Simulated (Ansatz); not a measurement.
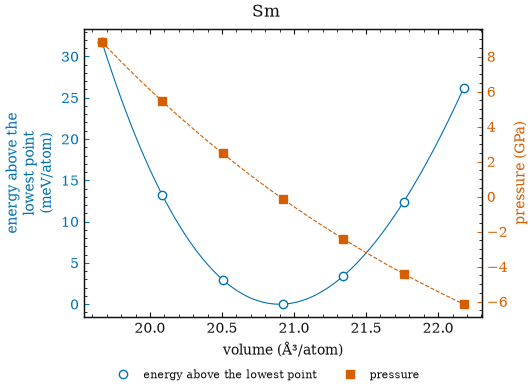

Energy above the lowest point and pressure against volume for Sm, space group Fd-3m (No. 227) (one of a set of cubic test structures, which need not be the stable phase).

A third-order Birch–Murnaghan fit gives V0 = 20.90 Å³/atom, B0 = 123 GPa and B′ = 5.6. The energy above the lowest point is 31.7 meV/atom at volume 19.67 Å³/atom and 26.2 meV/atom at 22.18 Å³/atom; the lowest computed point is at volume 20.92 Å³/atom (0.0 meV/atom), and no other minimum shows. The pressure falls from 8.8 GPa at volume 19.67 Å³/atom to −6.2 GPa at 22.18 Å³/atom, and changes sign near 20.90 Å³/atom.

Method: equation of state of a cubic crystal from periodic Kohn-Sham density functional theory without spin, third-order Birch-Murnaghan fit to the free energies; pressure corrected for the finite basis (Ansatz 0.2.0 development build). Level: PBE.

```tsv
setting	value
structure type	diamond
atoms in cell	2
space group number	227
lattice centring	face-centred primitive
k mesh	17×17×17
occupation method	Fermi–Dirac
occupation width	0.06123 eV
wave cutoff	700 eV
datasets	hard PAW
density tolerance	1e-09 eV
bands	40
density cutoff ratio	4
search for lower states	default
```

Keep in mind: cubic model structure, not the ambient form; modest k-mesh, values are not fully converged in k; open f shell treated without spin.

One of the inputs:
```
crystal:
  lattice:
    - [0.0, 2.755552857144, 2.755552857144]
    - [2.755552857144, 0.0, 2.755552857144]
    - [2.755552857144, 2.755552857144, 0.0]
  atoms:
    - { symbol: Sm, position: [0, 0, 0] }
    - { symbol: Sm, position: [0.25, 0.25, 0.25] }
kpoints:
  mp_grid: { grid: [17, 17, 17] }
hamiltonian:
  xc: pbe
  pseudopotentials:
    kind: paw
    azcp:
      Sm: "pseudopotentials/pbe/paw/ansatz_paw_generated_hard_1/Sm.paw.azcp"
scf:
  occupations: { method: fermi_dirac, width: 0.061225619053 }
  convergence: { dr2_threshold: "1e-9 eV" }
  max_iter: 300
output:
  forces: true
  stress: true
```

Run as:
```bash
ansatz run input.yaml --threads 1
```
